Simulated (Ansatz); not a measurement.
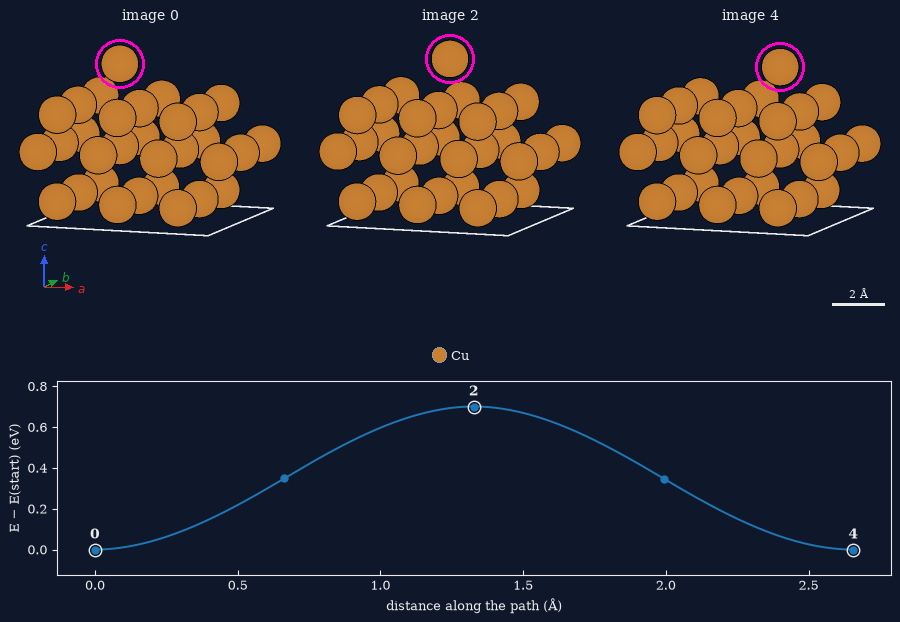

NEB run on Cu on Cu(100) (28 atoms in the cell). Images are numbered from 0 (start) to 4 (end). The picture is a spheres-only view of the simulation cell, with the vacuum cut short (origin moved), seen slightly off an axis. The moving atom is ringed, with any periodic copies.

Method: DFT LDA, scalar-relativistic, plane waves, PAW in Ansatz 0.2.0. Set-up: plane-wave cutoff 420 eV; k-point mesh 3 × 3 × 1; Gaussian smearing 0.1 eV; 9 atoms held fixed; 3 movable images; climbing image; force threshold 0.04 eV/Å; iteration limit 80.

Describe the mechanism and the energy profile.

The adsorbate starts on a hollow site and hops by a lattice vector of the surface; other mechanisms, such as exchange with a surface atom, weren't searched. A Cu atom travels furthest, 2.49 Å from end to end, on a path that bends up to 0.26 Å away from the straight line. At the highest image its nearest neighbour (Cu) is 2.24 Å away, against 2.34 Å at the start, and the surrounding atoms stand up to 0.08 Å off the mean of their end positions. The barrier is about 0.70 eV in both directions, with image 2 at the top; the ends have the same energy. The band converged in 5 iterations. The largest component of the band force went from 6.2 to 0.03 eV/Å. The climbing image converged on the top of the path. A check of its curvatures found one unstable direction (−1.8 eV/Å²), as a transition state must have.

Limits of the set-up: the periodic images lie only 7.5 Å apart, so the values are limited by the cell's size.

Cost: 8.5 min on 8 threads of AMD EPYC 9R45 96-Core Processor (Zen 5), with other jobs on the host, peak memory 11 GiB.
